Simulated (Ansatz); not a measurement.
## Band-structure calculation of BN

System: BN (R-3m, 2 atoms in the cell).
Method: DFT, PBE, plane waves, PAW, no spin polarisation (Ansatz 0.2.0).

The structure was built on a prototype by a generator. The geometry comes from this level: r2SCAN (a point of a series of strains). It belongs to a series of runs on one base structure; here: shear_111 strain -1.9%. Figures and captions count atoms from 1; the log counts them from 0 in places.

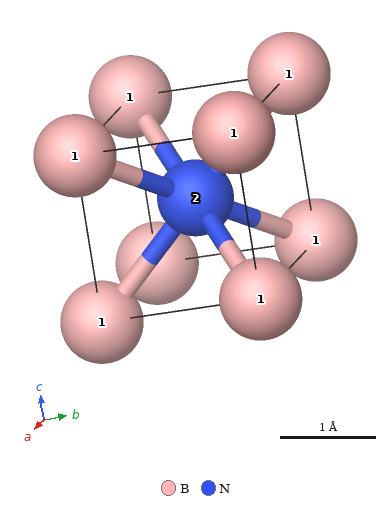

**Figure 1.** The input geometry (ball-and-stick view of the cell of the calculation, seen slightly off an axis; atoms are numbered from 1 in the order of the input). Near neighbours in the crystal (not all of them lie inside the picture): B has 6 N at 1.73 Å; N has 6 B at 1.73 Å.

### Summary

- outcome: converged
- space group (tolerance 0.01 Å): R-3m (166)
- electrons treated: 8
- free energy: −538.7497 eV
- Fermi energy: 15.730 eV
- gap on the k-point mesh: 1.23 eV
- pressure: 11.83 GPa
- largest force (length of the vector): under 0.001 eV/Å
- hardware: 4 threads of an Arm (aarch64) CPU, shared host
- wall time: 0.67 s (CPU time 2.1 s)
- peak memory: 0.27 GiB

The cell is under a pressure of 11.8 GPa at this level, so it is not at its equilibrium volume.

### Input file
```yaml
crystal:
  lattice:
    - [-0.0219974068, 1.7238285282, 1.7238285282]
    - [1.7238285282, -0.0219974068, 1.7238285282]
    - [1.7238285282, 1.7238285282, -0.0219974068]
  atoms:
    - { symbol: B, position: [0.0, 0.0, 0.0] }
    - { symbol: "N", position: [0.5, 0.5, 0.5] }
kpoints:
  mp_grid: { grid: [12, 12, 12] }
  band_path:
    path:
      - [0.0, 0.0, 0.0]
      - [0.5, 0.0, 0.5]
      - [0.625, 0.25, 0.625]
      - [0.375, 0.375, 0.75]
      - [0.5, 0.5, 0.5]
      - [0.5, 0.25, 0.75]
      - [0.0, 0.1666666667, -0.1666666667]
    npoints: 1
hamiltonian:
  xc: pbe
scf:
  occupations: { method: fermi_dirac, width: 0.02 }
  n_extra_bands: 4
output:
  forces: true
  stress: true
  eigenvalues: true
  write_density: true
  write_potential: true
  elf: true
  volumetric_format: npy
```

Command:
```bash
ansatz run input.yaml --threads 4 --pin off --max-ram 3686MiB --backend cpu --events-out ev --progress --plain --runs-dir out
```

### Log
```
scf.n_extra_bands = 4 over 4 filled bands (N_el = 8.0): the run solves 8 bands
Engine: ansatz 0.2.0, aarch64-unknown-linux-gnu
Pseudopotentials: kind: paw
Pseudopotential: B, paw, valence charge 3, recommended cutoff 420 eV (normal), B.paw.azcp
Pseudopotential: N, paw, valence charge 5, recommended cutoff 420 eV (normal), N.paw.azcp
Functional definition: PBE
  parameter kappa = 0.804
  parameter beta = 0.06672455060314922
  exchange = pbe_x(kappa = kappa, mu = beta*pi^2/3)
  correlation = pbe_c(beta = beta)
Crystal: 2 atoms, lattice volume = 10.441 Å³
Basis set: ecut = 420 eV, 181 PW (Γ), exchange–correlation on 36×36×36 points (8 copies of the dense FFT grid, shifted against one another)
Bands: 8, of which v1, the nominal top of the filled ones, is band 4 counted from 1 (3 counted from 0)
Symmetry: 12 space group operations
Space group: R-3m (ITA 166), of the structure as read, at distance tolerance 2.2e-5 Å
k-points: 189 of 1728
Non-local potential: B, projectors of the file, l = 0: 2, l = 1: 2, l = 2: 1
Non-local potential: N, projectors of the file, l = 0: 2, l = 1: 2, l = 2: 1
PAW form: soft (Blöchl's): semilocal exchange-correlation on the pseudo side does not see the compensation charge
PAW one-centre angular grid: B, 110 points (default); XC on 64 Gauss nodes
PAW one-centre angular grid: N, 110 points (default); XC on 64 Gauss nodes
Initial density: superposition of atomic densities (neutral atoms: chi_scale 0, normalization atom), corrected by the library's trained network
Initial wavefunctions: pseudopotential atomic-orbital guess
Functional: x = pbe(κ = 0.804, μ = 0.2195149727645171), c = pbe(β = 0.06672455060314922)
SCF iter   1: F=—  HF=-538.753278 eV  |F-HF|=—  |Δ(HF+E_count)|=         —  Δρ=1.42e-2  dr2=1.69e-2  ethr=1.77e-3  ⟨swp⟩=4.8  Hψ=9795  notcnv=0
preconditioner: auto → none  [insulator: Δε(μ)=1.362 eV  Ē_g=18.917 eV  σ=0.020 eV  W_gap=1.00  n_scr=0 (ndim 8)  ℏωp=32.5 eV  f_vac=0.000  D(μ)=0.00/eV (n_scr^D=0)  ε∞_Penn≈4.0]
SCF iter   2: F=—  HF=-538.749992 eV  |F-HF|=—  |Δ(HF+E_count)|=   3.29e-3  Δρ=5.27e-3  dr2=2.33e-3  ethr=2.11e-4  ⟨swp⟩=2.0  Hψ=3581  notcnv=0
SCF iter   3: F=—  HF=-538.749686 eV  |F-HF|=—  |Δ(HF+E_count)|=   3.07e-4  Δρ=5.72e-4  dr2=1.38e-5  ethr=2.91e-5  ⟨swp⟩=2.8  Hψ=2767  notcnv=0
SCF iter   4: F=—  HF=-538.749699 eV  |F-HF|=—  |Δ(HF+E_count)|=   1.37e-5  Δρ=5.86e-5  dr2=2.53e-7  ethr=1.73e-7  ⟨swp⟩=2.4  Hψ=2226  notcnv=0
iter 5 did not close the SCF: its close was put off for the readings that it lacked (scf_convergence_deferred on its scf_iter line)
SCF iter   5: F=-538.749699 eV  HF=-538.749699 eV  |F-HF|=1.72e-10  |Δ(HF+E_count)|=   4.55e-8  Δρ=6.25e-6  dr2=2.24e-9  ethr=3.17e-9  ⟨swp⟩=1.5  Hψ=1692  notcnv=0
SCF iter   6: F=-538.749699 eV  HF=-538.749699 eV  |F-HF|=2.50e-12  |Δ(HF+E_count)|=  8.38e-10  Δρ=3.04e-7  dr2=3.38e-12  ethr=2.80e-11  ⟨swp⟩=4.1  Hψ=6666  notcnv=0
SCF 1 converged in 6 iterations: F = -538.749699 eV  dr2 = 3.38e-12
  greatest PAW one-centre occupation: 0.789 electrons in one spin orbital (limit 2), on the N atom at site 1 (counted from 0), in its partial waves of l = 0
```

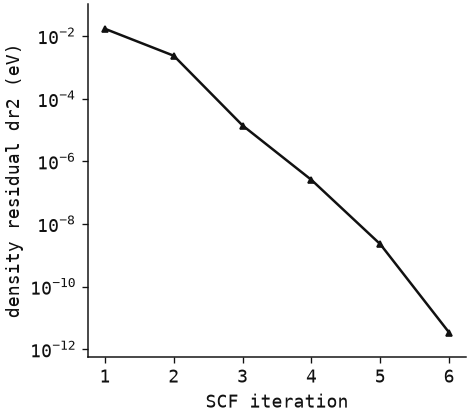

**Figure 2.** Convergence of the self-consistent field: density residual dr2 against the SCF iteration. The residual falls at every step.

```
NSCF: frozen V_eff on 7 k-points
SCF converged after 6 iterations
Free energy (F): -538.749699 eV
Harris-Foulkes:  -538.749699 eV  (|F-HF|=2.50e-12)
Internal energy: -538.749699 eV  (E = F + TS)
E sigma→0 (E₀):  -538.749699 eV
Fermi energy:    15.729951 eV
--- Per-component energies (eV) ---
  E_band       = 48.947156
  E_kinetic    = 184.733144
  E_local      = -124.154372  (includes V_loc(G=0)·N_el)
  E_nonlocal   = 55.998805
  E_hartree    = 35.310127
  E_xc         = -93.376926
  E_vxc        = -116.327557  (∫ρ·V_xc dr)
  E_paw        = -205.923040  (= ΣΔE_a)
  E_vpaw       = -21.923199  (= ΣTr[D̂ρ^β])
  E_aug_tail   = 0.000093  (compensation charges beyond the density's cutoff)
  E_ewald      = -391.337532
  E_smearing   = -0.000000  (= −TS)
  E_closure    = -0.000000  (closes the sum)
  Σ components = -538.749699   (vs F -538.749699, Δ=0.00e0)
--- Forces (eV/Å), atoms counted from 1 ---
  atom   1  B     -0.00000000     0.00000000     0.00000000
  atom   2  N      0.00000000    -0.00000000    -0.00000000
  max |Σ_I F_I| component: 4.93e-30 eV/Å
--- Stress (GPa, compression-positive) ---
       11.830607       8.183393       8.183393
        8.183393      11.830607       8.183393
        8.183393       8.183393      11.830607
  P = ⅓ Tr σ = 11.8306 GPa (118.306 kbar)
--- Band table (eV; the first three rows and the last of 189) ---
  k-point 0: bands = ["-7.8254", "13.9050", "13.9050", "14.3579", "24.5301", "27.1239", "27.2634", "27.2634"]
  k-point 1: bands = ["-7.6289", "13.0883", "13.8957", "14.3000", "24.7571", "26.4825", "26.5801", "27.1178"]
  k-point 2: bands = ["-7.0444", "10.9837", "13.8912", "14.2509", "24.6227", "25.0067", "25.0218", "27.2961"]
  k-point 188: bands = ["-2.3569", "2.3556", "14.1166", "14.1166", "19.9752", "19.9752", "22.0120", "28.8317"]
```

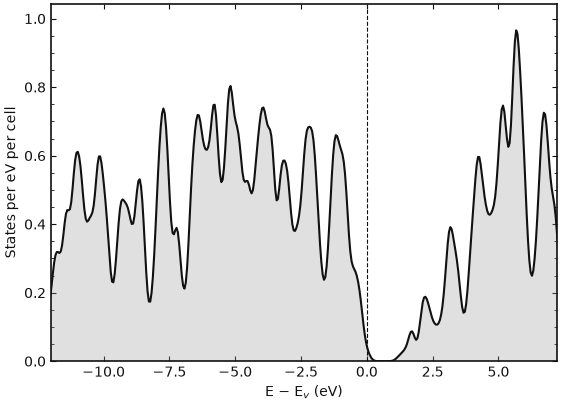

**Figure 3.** Density of states (the curve is built from the levels of the k mesh with Gaussians 0.3 eV wide, which also blur the band edges), with energies from the valence-band top. There is a gap of 1.23 eV on the k-point mesh. Small ripples come from the finite k-point mesh.

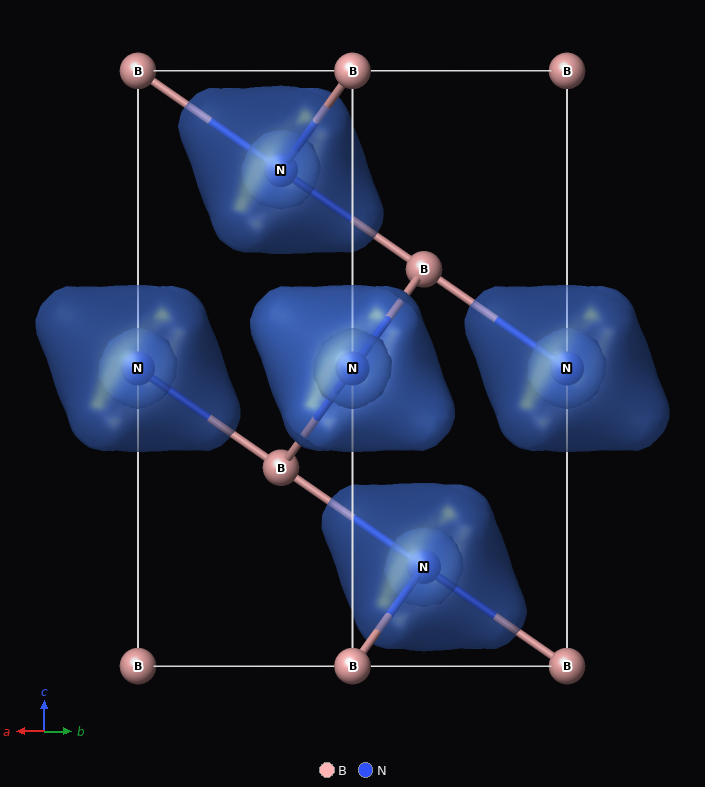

**Figure 4.** Isosurface of the ELF at 0.6 (blue), seen along [110]. Only the valence region is drawn (cores and ρ < 0.01 e/Å³ removed). Sticks mark near contacts. The outline is the cell set on symmetry axes. Values along the shortest contacts: Core electrons are frozen (PAW), so the fields are smoothed inside the atomic spheres.

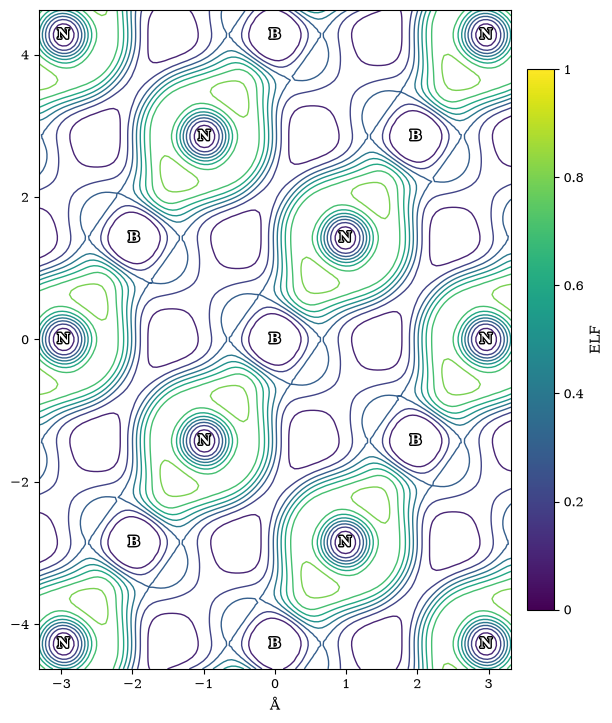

**Figure 5.** Electron localisation function on the (110) plane of the conventional cell. The section cuts through B and N sites.
